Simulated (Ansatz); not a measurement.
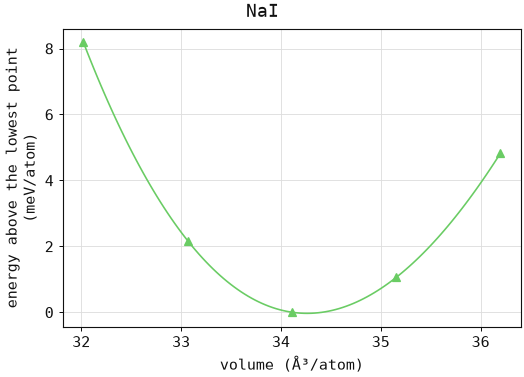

The figure shows the energy above the lowest point against volume for NaI, space group Fm-3m (No. 225) (one of a set of cubic test structures, which need not be the stable phase).

Computed with Ansatz 0.2.0 development build: equation of state of a cubic crystal from periodic Kohn-Sham density functional theory without spin, third-order Birch-Murnaghan fit to the free energies; pressure corrected for the finite basis. Level: HSE06.

| setting | value |
| --- | --- |
| structure type | rock salt |
| atoms in cell | 2 |
| space group number | 225 |
| lattice centring | face-centred primitive |
| k mesh | 4×4×4 |
| occupation method | Fermi–Dirac |
| occupation width | 0.05 eV |
| wave cutoff | 700 eV |
| datasets | hand-made PAW |
| density tolerance | 0 eV |
| bands | 17 |
| density cutoff ratio | 5 |
| search for lower states | default |
| exchange singularity | regularized |

From this curve and the settings, what does the calculation give for the pressure at the same points?

The pressure falls from 1.253 GPa at volume 32.02 Å³/atom to −0.760 GPa at 36.20 Å³/atom, and changes sign near 34.3 Å³/atom.

```
volume (Å³/atom)  pressure (GPa)
           32.02           1.253
           33.07           0.610
           34.11           0.070
           35.15          -0.380
           36.20          -0.760
```
